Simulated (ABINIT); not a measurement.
Phonon calculation of MnS (part 2 of 3)

Continued. System: MnS (F-43m, 2 atoms in the cell). Method: Kohn-Sham DFT of a periodic cell, LDA, PseudoDojo NC SR LDA v0.4.1 standard, spin-polarised (ABINIT 10.8.3); cutoff 1251.72 eV, 4×4×4 k-mesh, fermi-dirac of 0.05 eV, collinear spins. The structure derives from a Materials Project entry.

Geometry of the input (Å; fractional positions):
```
0.0000  2.4735  2.4735
2.4735  0.0000  2.4735
2.4735  2.4735  0.0000
Mn 0.0000  0.0000  0.0000
S  0.7500  0.7500  0.7500
```

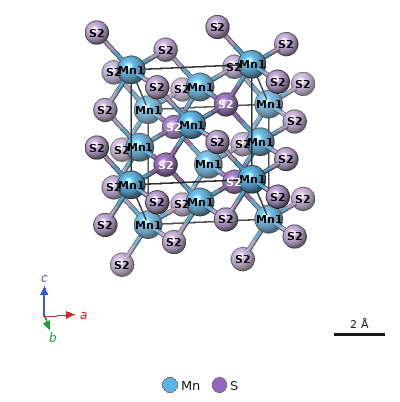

Fig. 1: The structure as given in the input (ball-and-stick view of the cell 4 times as large as that of the calculation, set on its symmetry axes, seen at an oblique angle; neighbours outside the cell are drawn fainter; atoms are numbered from 1 in the order of the input). An atom can appear more than once, as a periodic image.

**What the program printed, continued**
```
                       1.000000  1.000000  1.000000  1.000000  1.000000  1.000000
                       1.000000  1.000000  1.000000  1.000000  1.000000  0.000000
                       0.000000  0.000000  0.000000  0.000000  0.000000  0.000000
                       0.000000  0.000000
                       1.000000  1.000000  1.000000  1.000000  1.000000  1.000000
                       1.000000  1.000000  1.000000  1.000000  1.000000  0.000000
                       0.000000  0.000000  0.000000  0.000000  0.000000  0.000000
                       0.000000  0.000000
                       1.000000  1.000000  1.000000  1.000000  1.000000  1.000000
                       1.000000  1.000000  1.000000  1.000000  1.000000  0.000000
                       0.000000  0.000000  0.000000  0.000000  0.000000  0.000000
                       0.000000  0.000000
                       1.000000  1.000000  1.000000  1.000000  1.000000  1.000000
                       1.000000  1.000000  1.000000  1.000000  1.000000  0.000000
                       0.000000  0.000000  0.000000  0.000000  0.000000  0.000000
                       0.000000  0.000000
                       1.000000  1.000000  1.000000  1.000000  1.000000  1.000000
                       1.000000  1.000000  1.000000  1.000000  1.000000  0.000000
                       0.000000  0.000000  0.000000  0.000000  0.000000  0.000000
                       0.000000  0.000000
                       1.000000  1.000000  1.000000  1.000000  1.000000  1.000000
                       1.000000  1.000000  1.000000  1.000000  1.000000  0.000000
                       0.000000  0.000000  0.000000  0.000000  0.000000  0.000000
                       0.000000  0.000000
                       1.000000  1.000000  1.000000  1.000000  1.000000  1.000000
                       1.000000  1.000000  1.000000  1.000000  1.000000  0.000000
                       0.000000  0.000000  0.000000  0.000000  0.000000  0.000000
                       0.000000  0.000000
                       1.000000  1.000000  1.000000  1.000000  1.000000  1.000000
                       1.000000  1.000000  1.000000  1.000000  1.000000  0.000000
                       0.000000  0.000000  0.000000  0.000000  0.000000  0.000000
                       0.000000  0.000000
                       1.000000  1.000000  1.000000  1.000000  1.000000  1.000000
                       1.000000  1.000000  1.000000  1.000000  1.000000  0.000000
                       0.000000  0.000000  0.000000  0.000000  0.000000  0.000000
                       0.000000  0.000000
                       1.000000  1.000000  1.000000  1.000000  1.000000  1.000000
                       1.000000  1.000000  1.000000  1.000000  1.000000  0.000000
                       0.000000  0.000000  0.000000  0.000000  0.000000  0.000000
                       0.000000  0.000000
                       prtocc : prtvol=0, do not print more k-points.
           occopt           3
        optdriver1          0
        optdriver2          1
           prtden           0
        prtebands           0
           prteig           0
            prtwf1          1
            prtwf2          0
           rfphon1          0
           rfphon2          1
            rprim      0.0000000000E+00  7.0710678120E-01  7.0710678120E-01
                       7.0710678120E-01  0.0000000000E+00  7.0710678120E-01
                       7.0710678120E-01  7.0710678120E-01  0.0000000000E+00
           shiftk      5.00000000E-01  5.00000000E-01  5.00000000E-01
          spgroup         216
           spinat      0.0000000000E+00  0.0000000000E+00  4.0000000000E+00
                       0.0000000000E+00  0.0000000000E+00  0.0000000000E+00
           tolvrs1     1.00000000E-15
           tolvrs2     1.00000000E-08
           tolwfr1     1.00000000E-14
           tolwfr2     0.00000000E+00
           tsmear      1.83746611E-03 Hartree
            typat      1  2
                       outvars : Printing only first  50 k-points.
           xangst      0.0000000000E+00  0.0000000000E+00  0.0000000000E+00
                       3.7101951262E+00  3.7101951262E+00  3.7101951262E+00
            xcart      0.0000000000E+00  0.0000000000E+00  0.0000000000E+00
                       7.0112526622E+00  7.0112526622E+00  7.0112526622E+00
             xred      0.0000000000E+00  0.0000000000E+00  0.0000000000E+00
                       7.5000000000E-01  7.5000000000E-01  7.5000000000E-01
            znucl       25.00000   16.00000

================================================================================

 chkinp: Checking input parameters for consistency, jdtset=   1.

 chkinp: Checking input parameters for consistency, jdtset=   2.

================================================================================
== DATASET  1 ==================================================================

--- !DatasetInfo
iteration_state: {dtset: 1, }
dimensions: {natom: 2, nkpt: 10, mband: 20, nsppol: 2, nspinor: 1, nspden: 2, mpw: 3056, }
cutoff_energies: {ecut:  46.0, pawecutdg:  -1.0, }
electrons: {nelect:   2.10000000E+01, charge:   0.00000000E+00, occopt:   3.00000000E+00, tsmear:   1.83746611E-03, }
meta: {optdriver: 0, ionmov: 0, optcell: 0, iscf: 7, paral_kgb: 0, }
...

 Exchange-correlation functional for the present dataset will be:
  LDA: Perdew-Wang 92 LSD fit to Ceperley-Alder data - ixc=7
  J.P.Perdew and Y.Wang, PRB 45, 13244 (1992)

 Real(R)+Recip(G) space primitive vectors, cartesian coordinates (Bohr,Bohr^-1):
 R(1)=  0.0000000  4.6741684  4.6741684  G(1)= -0.1069709  0.1069709  0.1069709
 R(2)=  4.6741684  0.0000000  4.6741684  G(2)=  0.1069709 -0.1069709  0.1069709
 R(3)=  4.6741684  4.6741684  0.0000000  G(3)=  0.1069709  0.1069709 -0.1069709
 Unit cell volume ucvol=  2.0424107E+02 bohr^3
 Angles (23,13,12)=  6.00000000E+01  6.00000000E+01  6.00000000E+01 degrees

 getcut: wavevector=  0.0000  0.0000  0.0000  ngfft=  45  45  45
         ecut(hartree)=     46.000   => boxcut(ratio)=   2.18016

--- Pseudopotential description ------------------------------------------------
- pspini: atom type   1  psp file is ./Mn.upf
  25.00000  15.00000  201201                  znucl, zion, pspdat
12 -1012 2 -1 1430                            pspcod,pspxc,lmax,lloc,mmax
     nproj     2     2     2

- pspini: atom type   2  psp file is ./S.upf
  16.00000   6.00000  180309                  znucl, zion, pspdat
12 -1012 2 -1 1132                            pspcod,pspxc,lmax,lloc,mmax
     nproj     2     2     2

   5.24639748E+02                                ecore*ucvol(ha*bohr**3)
--------------------------------------------------------------------------------

================================================================================

--- !BeginCycle
iteration_state: {dtset: 1, }
solver: {iscf: 7, nstep: 80, nline: 6, wfoptalg: 0, }
tolerances: {tolwfr: 1.00E-14, tolvrs: 1.00E-15, }
...

     iter   Etot(hartree)      deltaE(h)  residm     vres2   difmagsph maxmagsph
 ETOT  1  -119.82332315470    -1.198E+02 5.154E-02 2.435E+02 2.541E+00 2.541E+00
 ETOT  2  -119.83088618788    -7.563E-03 1.069E-06 6.659E+02 3.927E-01 2.149E+00
 ETOT  3  -119.87744323484    -4.656E-02 7.667E-04 6.439E+01 6.348E-02 2.085E+00
 ETOT  4  -119.88351691123    -6.074E-03 6.743E-05 1.757E+00 2.512E-01 1.834E+00
 ETOT  5  -119.88524991000    -1.733E-03 1.152E-05 6.638E-01 2.544E-01 1.580E+00
 ETOT  6  -119.88774715582    -2.497E-03 2.764E-05 4.965E-01 5.202E-01 1.059E+00
 ETOT  7  -119.89143125403    -3.684E-03 9.501E-05 4.740E-01 8.426E-01 2.167E-01
 ETOT  8  -119.89146831640    -3.706E-05 4.677E-06 4.069E-02 1.294E-01 3.461E-01
 ETOT  9  -119.89137933434     8.898E-05 2.260E-05 1.701E-01 4.783E-01 1.322E-01
 ETOT 10  -119.89139925875    -1.992E-05 5.811E-08 1.325E-01 2.210E-02 1.543E-01
 ETOT 11  -119.89146212962    -6.287E-05 7.183E-07 8.320E-02 8.758E-02 2.419E-01
 ETOT 12  -119.89143536376     2.677E-05 7.695E-06 1.808E-01 1.203E-01 3.622E-01
 ETOT 13  -119.89139545240     3.991E-05 2.284E-05 7.017E-02 4.356E-01 7.338E-02
 ETOT 14  -119.89146105833    -6.561E-05 1.904E-05 8.129E-02 4.230E-01 3.496E-01
 ETOT 15  -119.89148392254    -2.286E-05 3.520E-06 6.189E-03 1.050E-01 2.446E-01
 ETOT 16  -119.89149595969    -1.204E-05 1.484E-07 1.498E-03 3.255E-02 2.772E-01
 ETOT 17  -119.89149647775    -5.181E-07 1.510E-09 1.098E-03 2.391E-03 2.796E-01
 ETOT 18  -119.89149809340    -1.616E-06 2.890E-08 1.100E-04 1.182E-02 2.914E-01
 ETOT 19  -119.89149813319    -3.979E-08 1.638E-10 6.650E-05 7.375E-04 2.921E-01
 ETOT 20  -119.89149820226    -6.906E-08 1.137E-09 9.359E-06 2.039E-03 2.941E-01
 ETOT 21  -119.89149821409    -1.183E-08 3.998E-10 1.550E-08 1.262E-03 2.954E-01
 ETOT 22  -119.89149821406     2.157E-11 1.884E-12 1.787E-08 8.070E-05 2.953E-01
 ETOT 23  -119.89149821409    -2.755E-11 4.607E-13 7.611E-10 4.084E-05 2.954E-01
 ETOT 24  -119.89149821409     7.347E-12 3.251E-14 2.835E-12 1.058E-05 2.954E-01
 ETOT 25  -119.89149821409    -7.532E-13 6.472E-15 2.854E-12 1.483E-07 2.954E-01
 ETOT 26  -119.89149821409    -2.558E-13 5.731E-15 3.000E-14 6.343E-07 2.954E-01
 ETOT 27  -119.89149821409    -1.762E-12 5.718E-15 5.050E-15 6.295E-10 2.954E-01
 ETOT 28  -119.89149821409    -5.031E-12 5.734E-15 1.847E-16 1.548E-08 2.954E-01

 At SCF step   28  max residual=  5.73E-15 < tolwfr=  1.00E-14 AND vres2   =  1.85E-16 < tolvrs=  1.00E-15 =>converged.

 Cartesian components of stress tensor (hartree/bohr^3)
  sigma(1 1)=  2.42861993E-04  sigma(3 2)=  0.00000000E+00
  sigma(2 2)=  2.42861993E-04  sigma(3 1)=  0.00000000E+00
  sigma(3 3)=  2.42861993E-04  sigma(2 1)=  0.00000000E+00

--- !ResultsGS
iteration_state: {dtset: 1, }
comment   : Summary of ground state results
lattice_vectors:
- [  0.0000000,   4.6741684,   4.6741684, ]
- [  4.6741684,   0.0000000,   4.6741684, ]
- [  4.6741684,   4.6741684,   0.0000000, ]
lattice_lengths: [   6.61027,    6.61027,    6.61027, ]
lattice_angles: [ 60.000,  60.000,  60.000, ] # degrees, (23, 13, 12)
lattice_volume:   2.0424107E+02
convergence: {deltae: -5.031E-12, res2:  1.847E-16, residm:  5.734E-15, diffor: null, }
etotal    :  -1.19891498E+02
entropy   :   0.00000000E+00
fermie    :   2.97779985E-01
cartesian_stress_tensor: # hartree/bohr^3
- [  2.42861993E-04,   0.00000000E+00,   0.00000000E+00, ]
- [  0.00000000E+00,   2.42861993E-04,   0.00000000E+00, ]
- [  0.00000000E+00,   0.00000000E+00,   2.42861993E-04, ]
pressure_GPa:  -7.1452E+00
xred      :
- [  0.0000E+00,   0.0000E+00,   0.0000E+00, Mn]
- [  7.5000E-01,   7.5000E-01,   7.5000E-01,  S]
cartesian_forces: # hartree/bohr
- [ -0.00000000E+00,  -0.00000000E+00,  -0.00000000E+00, ]
- [ -0.00000000E+00,  -0.00000000E+00,  -0.00000000E+00, ]
force_length_stats: {min:   0.00000000E+00, max:   0.00000000E+00, mean:   0.00000000E+00, }
...

 Integrated electronic and magnetization densities in atomic spheres:
 ------------------------------------------------------------------------------------------------------------
 Radius=ratsph(iatom), smearing ratsm=  0.0000. Diff(up-dn)=approximate z local magnetic moment.
    Atom    Radius    up_density   dn_density  Total(up+dn)  Diff(up-dn)
    1 Mn   2.00000     6.425252     6.720634     13.145885    -0.295382
    2  S   2.00000     2.037348     2.032774      4.070122     0.004574
 ------------------------------------------------------------------------------------------------------------
  Sum:                 8.462600     8.753408     17.216008    -0.290808
 Total magnetization (from the atomic spheres):               -0.290808
 Total magnetization (exact up - dn):                         -0.328205

================================================================================

 ----iterations are completed or convergence reached----

 Mean square residual over all n,k,spin=   88.433E-17; max=  57.343E-16
 reduced coordinates (array xred) for    2 atoms
       0.000000000000      0.000000000000      0.000000000000
       0.750000000000      0.750000000000      0.750000000000
 rms dE/dt=  0.0000E+00; max dE/dt=  0.0000E+00; dE/dt below (all hartree)
    1       0.000000000000      0.000000000000      0.000000000000
    2       0.000000000000      0.000000000000      0.000000000000

 cartesian coordinates (angstrom) at end:
    1      0.00000000000000     0.00000000000000     0.00000000000000
    2      3.71019512619505     3.71019512619505     3.71019512619505

 cartesian forces (hartree/bohr) at end:
    1     -0.00000000000000    -0.00000000000000    -0.00000000000000
    2     -0.00000000000000    -0.00000000000000    -0.00000000000000
 frms,max,avg= 0.0000000E+00 0.0000000E+00   0.000E+00  0.000E+00  0.000E+00 h/b

 cartesian forces (eV/Angstrom) at end:
    1     -0.00000000000000    -0.00000000000000    -0.00000000000000
    2     -0.00000000000000    -0.00000000000000    -0.00000000000000
 frms,max,avg= 0.0000000E+00 0.0000000E+00   0.000E+00  0.000E+00  0.000E+00 e/A
 length scales=  6.610272402600  6.610272402600  6.610272402600 bohr
              =  3.498005510944  3.498005510944  3.498005510944 angstroms
 Fermi (or HOMO) energy (hartree) =   0.29778   Average Vxc (hartree)=  -0.43234
 Magnetization (Bohr magneton)=  3.28204881E-01
 Total spin up =  1.03358976E+01   Total spin down =  1.06641024E+01
 Eigenvalues (hartree) for nkpt=  10  k points, SPIN UP:
 kpt#   1, nband= 20, wtk=  0.09375, kpt= -0.1250 -0.2500  0.0000 (reduced coord)
  -2.57069   -1.43796   -1.43766   -1.43765   -0.24024    0.09515    0.13236    0.13329
   0.26176    0.28249    0.36354    0.38988    0.40912    0.50366    0.57190    0.61753
   0.63652    0.71523    0.77779    0.87737
      occupation numbers for kpt#   1
   1.00000    1.00000    1.00000    1.00000    1.00000    1.00000    1.00000    1.00000
   1.00000    0.99976    0.00000    0.00000    0.00000    0.00000    0.00000    0.00000
   0.00000    0.00000    0.00000    0.00000
 prteigrs : prtvol=0 or 1, do not print more k-points.

 Eigenvalues (hartree) for nkpt=  10  k points, SPIN DOWN:
 kpt#   1, nband= 20, wtk=  0.09375, kpt= -0.1250 -0.2500  0.0000 (reduced coord)
  -2.58127   -1.44891   -1.44862   -1.44861   -0.24082    0.09258    0.12915    0.13012
   0.25215    0.27156    0.35705    0.38382    0.40226    0.50185    0.56974    0.61535
   0.63434    0.71227    0.77535    0.87526
      occupation numbers for kpt#   1
   1.00000    1.00000    1.00000    1.00000    1.00000    1.00000    1.00000    1.00000
   1.00000    1.00000    0.00000    0.00000    0.00000    0.00000    0.00000    0.00000
   0.00000    0.00000    0.00000    0.00000
 prteigrs : prtvol=0 or 1, do not print more k-points.

--- !EnergyTerms
iteration_state     : {dtset: 1, }
comment             : Components of total free energy in Hartree
kinetic             :  5.21980448543886E+01
hartree             :  3.63809393519194E+01
xc                  : -2.13268564040891E+01
Ewald energy        : -7.17238527421654E+01
psp_core            :  2.56872799218263E+00
local_psp           : -1.11963444538762E+02
non_local_psp       : -6.02432973782047E+00
internal            : -1.19890771224347E+02
'-kT*entropy'       : -7.26989746335139E-04
total_energy        : -1.19891498214093E+02
total_energy_eV     : -3.26241386551302E+03
band_energy         : -1.22168891629343E+01
...

 Cartesian components of stress tensor (hartree/bohr^3)
  sigma(1 1)=  2.42861993E-04  sigma(3 2)=  0.00000000E+00
  sigma(2 2)=  2.42861993E-04  sigma(3 1)=  0.00000000E+00
  sigma(3 3)=  2.42861993E-04  sigma(2 1)=  0.00000000E+00

-Cartesian components of stress tensor (GPa)         [Pressure= -7.1452E+00 GPa]
- sigma(1 1)=  7.14524654E+00  sigma(3 2)=  0.00000000E+00
- sigma(2 2)=  7.14524654E+00  sigma(3 1)=  0.00000000E+00
- sigma(3 3)=  7.14524654E+00  sigma(2 1)=  0.00000000E+00

================================================================================
== DATASET  2 ==================================================================

--- !DatasetInfo
iteration_state: {dtset: 2, }
dimensions: {natom: 2, nkpt: 128, mband: 20, nsppol: 2, nspinor: 1, nspden: 2, mpw: 3056, }
cutoff_energies: {ecut:  46.0, pawecutdg:  -1.0, }
electrons: {nelect:   2.10000000E+01, charge:   0.00000000E+00, occopt:   3.00000000E+00, tsmear:   1.83746611E-03, }
meta: {optdriver: 1, rfphon: 1, }
...

 mkfilename : getwfk/=0, take file _WFK from output of DATASET   1.
```
